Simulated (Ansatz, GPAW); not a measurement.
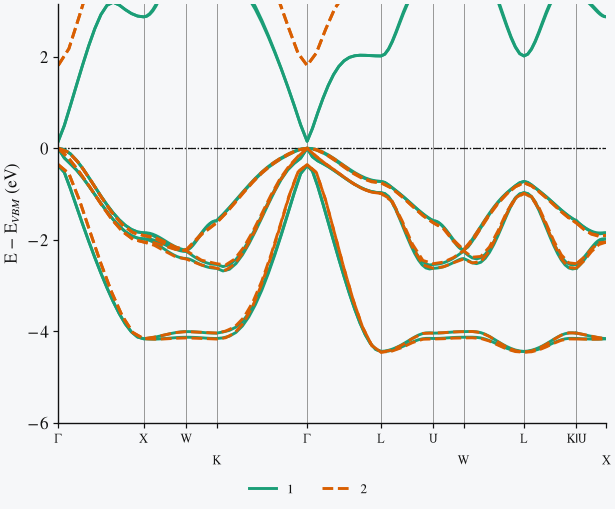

Band structures of zincblende CdSe, space group F-43m, 2 atoms in the primitive cell (cubic a = 6.141 Å), by two methods on the same cell. Each is counted from its own valence-band top.

Q: Which curve is which? The methods: TASK+SOC (GPAW), LDA+SOC (Ansatz).

A: 1 is LDA+SOC (Ansatz); 2 is TASK+SOC (GPAW). LDA+SOC (Ansatz) gives a gap of 0.15 eV along the path and TASK+SOC (GPAW) gives a gap of 1.81 eV along the path.

Settings. LDA+SOC (Ansatz): Ansatz PAW, spin-orbit coupling, no magnetisation, 8×8×8 k mesh, 420 eV cutoff, Fermi-Dirac smearing of 0.05 eV (Ansatz 0.2.0). TASK+SOC (GPAW): GPAW PAW data sets (gpaw-data 1.2.1), spin-orbit coupling, no magnetisation, 6×6×6 k mesh, 600 eV cutoff, Fermi-Dirac smearing of 0.05 eV (GPAW 26.7.0).

The two runs differ in program as well. The cell is at −3 GPa in LDA+SOC (Ansatz) and 4 GPa in TASK+SOC (GPAW). The PAW data sets were made with another functional. The usual form of CdSe is wurtzite, though both occur. LDA, GGA and most meta-GGA functionals understate gaps. TASK+SOC (GPAW): spin-orbit coupling was added after a scalar SCF, so levels and gaps hold it while energy, forces, pressure and moments don't. TASK+SOC (GPAW): this program's spin-orbit splittings come out too wide for heavy elements.
